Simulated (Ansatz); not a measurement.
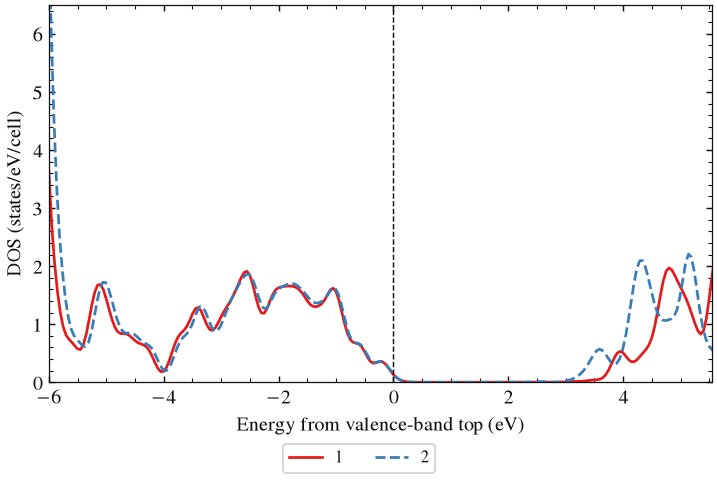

Total densities of states of ZnS, space group F-43m, 2 atoms in the cell, zincblende type, hydrostatic strain −3.0%, by two methods on the same cell. The curves are built from the levels of the k mesh with Gaussians 0.3 eV wide, which also blur the band edges. Each is counted from its own valence-band top.

Q: Which curve is which? The methods: r2SCAN, PBE.

A: 1 is r2SCAN; 2 is PBE. r2SCAN gives a gap of 3.14 eV and PBE gives a gap of 2.55 eV.

Settings. r2SCAN: DFT, r2SCAN, plane waves, PAW, no spin polarisation, 8×8×8 k mesh, 500 eV cutoff (Ansatz). PBE: DFT, PBE, plane waves, PAW, no spin polarisation, 8×8×8 k mesh, 420 eV cutoff, Fermi-Dirac smearing of 0.02 eV (Ansatz 0.2.0).
